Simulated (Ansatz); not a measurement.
## Electronic structure of TaN in real space

Input

```
crystal:
  lattice:
    - [2.9016586661, 0.0, 0.0]
    - [-1.4508293331, 2.512910118, 0.0]
    - [0.0, 0.0, 5.8915240713]
  atoms:
    - { symbol: Ta, position: [0.0, 0.0, 0.0] }
    - { symbol: Ta, position: [0.0, 0.0, 0.5] }
    - { symbol: "N", position: [0.3333333333, 0.6666666667, 0.25] }
    - { symbol: "N", position: [0.6666666667, 0.3333333333, 0.75] }
basis:
  ecutwfc: 500
kpoints:
  mp_grid: { grid: [24, 24, 10] }
hamiltonian:
  xc: r2scan
scf:
  occupations: { method: gaussian, width: 0.15 }
output:
  forces: true
  stress: true
  eigenvalues: true
  write_density: true
  write_potential: true
  elf: true
  volumetric_format: npy
```

Command:

```sh
ansatz run input.yaml --threads 1 --pin off --max-ram 2560MiB --backend cpu --events-out ev --progress --plain --runs-dir out
```

Below, planes, directions and counts refer to the conventional cell (a = 2.90 Å, b = 2.90 Å, c = 5.89 Å, α = 90.00°, β = 90.00°, γ = 120.00°).

Space group P6₃/mmc.

All numbers below come from Ansatz, DFT r2SCAN, scalar-relativistic, plane waves, PAW.

In a PAW calculation such maps are meaningful between the atoms, not at the nuclei.

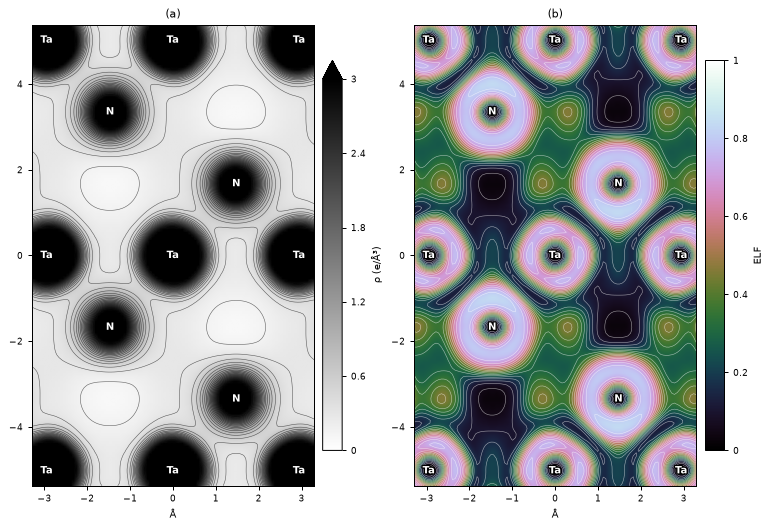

Figure 1. (a) valence charge density (pseudo); (b) electron localisation function on the (110) plane of the conventional cell.

Describe what can be read from this map.

Answer. The plane passes through Ta and N nuclei. Ta–N (2.23 Å): ρ is about 0.51 e/Å³ halfway; the ELF peaks at about 0.80 in the valence shell of N, 0.6 Å from its nucleus, and is about 0.15 at the midpoint (no localised pair shows between them). Ta–Ta (2.95 Å): ρ at the midpoint is about 0.25 e/Å³; the ELF is about 0.20 at the midpoint; no localised pair shows between them. Between the atoms the lowest density in this plane is 0.09 e/Å³. The features right at Ta lie inside the PAW spheres, where the map follows smoothed inner orbitals and isn't to be read closely.

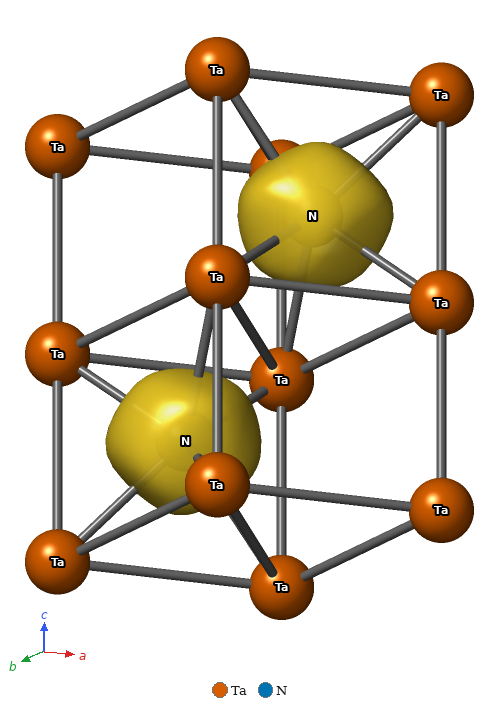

Figure 2. Isosurface of the ELF at 0.6 (yellow), seen at an oblique angle. Only the valence region is drawn (cores and ρ < 0.01 e/Å³ removed). Sticks mark near contacts.

Where are the electrons localised?

Answer. The surface consists of two regions wrapped around N (the valence shell of each), counted in one cell of 4 atoms. Any copies at cell faces, edges or corners count once. Profiles from the grid: Ta–Ta (2.90 Å): the ELF is about 0.25 at the midpoint; no localised pair shows between them.

Metal or insulator at this level of theory?

Answer. It is gapless in this calculation (a metal or semimetal); semilocal functionals without U, or without the true magnetic order, often close the gap of such compounds.
